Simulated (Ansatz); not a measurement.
```cif
data_structure
_symmetry_space_group_name_H-M 'P 1'
_symmetry_Int_Tables_number 1
_cell_length_a 6.1705
_cell_length_b 6.1705
_cell_length_c 6.1705
_cell_angle_alpha 90.000
_cell_angle_beta 90.000
_cell_angle_gamma 90.000
_cell_volume 234.95
loop_
_atom_site_label
_atom_site_type_symbol
_atom_site_fract_x
_atom_site_fract_y
_atom_site_fract_z
_atom_site_occupancy
Pb1 Pb 0.00000 0.00000 0.00000 1
Pb2 Pb 0.50000 0.50000 0.00000 1
Pb3 Pb 0.50000 0.00000 0.50000 1
Pb4 Pb 0.00000 0.50000 0.50000 1
Se1 Se 0.50000 0.00000 0.00000 1
Se2 Se 0.00000 0.50000 0.00000 1
Se3 Se 0.00000 0.00000 0.50000 1
Se4 Se 0.50000 0.50000 0.50000 1
```

Space group Fm-3m; a generated structure, not necessarily the stable one.

Level of theory: DFT LDA, spin-orbit coupling, plane waves, PAW (Ansatz 0.2.0).

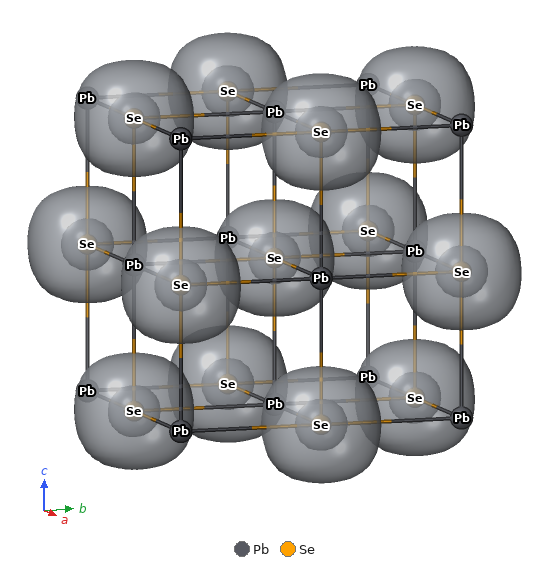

PbSe. Isosurface of the electron localisation function at 0.65 (grey), seen slightly off an axis. Core shells and regions of very low density are left out. Sticks mark near contacts.

Core electrons are frozen (PAW), and the valence fields are smoothed inside the atomic spheres.

Describe the localisation domains.

The ELF exceeds this value in four regions wrapped around Se (the valence shell of each), counted in one cell of 8 atoms. Regions shared between cells count once. Along the contacts the grid gives the following. Pb–Se (3.09 Å): the ELF is about 0.30 at the midpoint.
